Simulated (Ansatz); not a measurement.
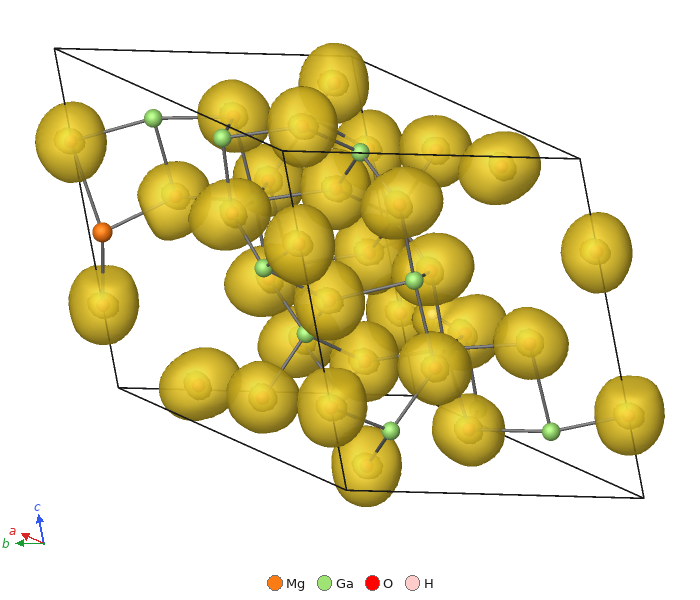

The picture shows: MgGa15HO24 (cell with a defect). Isosurface of the ELF at 0.65 (yellow), seen at an oblique angle. Only the valence region is drawn (cores and ρ < 0.01 e/Å³ removed). Sticks mark near contacts.

Computed with DFT PBE, scalar-relativistic, plane waves, PAW (Ansatz).

Core electrons are frozen (PAW), and the valence fields are smoothed inside the atomic spheres.

```yaml
crystal:
  lattice:
    - [-4.82471, -1.54176, -5.71919]
    - [-6.22743, 4.62527, -0.01149]
    - [1.40272, 6.16703, -5.70769]
  atoms:
    - { symbol: Mg, position: [0.93221, 0.00259, 0.47843] }
    - { symbol: Ga, position: [0.02911, 0.79218, 0.17108] }
    - { symbol: Ga, position: [0.28916, 0.53402, 0.91929] }
    - { symbol: Ga, position: [0.53651, 0.28181, 0.66243] }
    - { symbol: Ga, position: [0.45239, 0.71817, 0.33112] }
    - { symbol: Ga, position: [0.70866, 0.46024, 0.08478] }
    - { symbol: Ga, position: [0.95699, 0.20586, 0.82724] }
    - { symbol: Ga, position: [0.24002, 0.96848, 0.58320] }
    - { symbol: Ga, position: [0.59414, 0.08448, 0.08032] }
    - { symbol: Ga, position: [0.84988, 0.81612, 0.84354] }
    - { symbol: Ga, position: [0.09352, 0.57128, 0.59990] }
    - { symbol: Ga, position: [0.32939, 0.34483, 0.33196] }
    - { symbol: Ga, position: [0.65662, 0.66204, 0.66219] }
    - { symbol: Ga, position: [0.88490, 0.42434, 0.40967] }
    - { symbol: Ga, position: [0.14183, 0.17121, 0.14948] }
    - { symbol: Ga, position: [0.40234, 0.91163, 0.91845] }
    - { symbol: O, position: [0.07498, 0.58498, 0.82830] }
    - { symbol: O, position: [0.31688, 0.35061, 0.56565] }
    - { symbol: O, position: [0.55396, 0.10887, 0.31372] }
    - { symbol: O, position: [0.82127, 0.85324, 0.06426] }
    - { symbol: O, position: [0.17399, 0.14732, 0.92110] }
    - { symbol: O, position: [0.44193, 0.89824, 0.68578] }
    - { symbol: O, position: [0.66565, 0.65815, 0.43009] }
    - { symbol: O, position: [0.92325, 0.40553, 0.17808] }
    - { symbol: O, position: [0.84693, 0.79247, 0.61407] }
    - { symbol: O, position: [0.07815, 0.56686, 0.34705] }
    - { symbol: O, position: [0.32900, 0.31470, 0.09613] }
    - { symbol: O, position: [0.58603, 0.06597, 0.84647] }
    - { symbol: O, position: [0.40971, 0.93566, 0.14963] }
    - { symbol: O, position: [0.65668, 0.67970, 0.90979] }
    - { symbol: O, position: [0.90719, 0.42643, 0.65127] }
    - { symbol: O, position: [0.15316, 0.17941, 0.40479] }
    - { symbol: O, position: [0.74355, 0.25757, 0.99228] }
    - { symbol: O, position: [0.99889, 0.00447, 0.72622] }
    - { symbol: O, position: [0.23193, 0.77456, 0.49361] }
    - { symbol: O, position: [0.48811, 0.51145, 0.24373] }
    - { symbol: O, position: [0.49747, 0.49320, 0.74980] }
    - { symbol: O, position: [0.74033, 0.25022, 0.49281] }
    - { symbol: O, position: [0.99509, 0.00256, 0.24507] }
    - { symbol: O, position: [0.24460, 0.74436, 0.00357] }
    - { symbol: H, position: [0.66119, 0.13040, 0.33831] }
```

Describe the localisation domains.

Answer. The surface consists of 23 regions wrapped around O (the valence shell of each) and one joined region spread over several atoms (H, O), in which their bonds and any lone pairs are merged, counted in one cell of 41 atoms. Regions shared between cells count once. Profiles from the grid: O–H (0.98 Å): the ELF climbs to about 1 towards the hydrogen, as it does in any bond to H: a covalent bond by its length. Ga–O (1.78 Å): the ELF peaks at about 0.80 in the valence shell of O, 0.6 Å from its nucleus, and is about 0.45 at the midpoint.
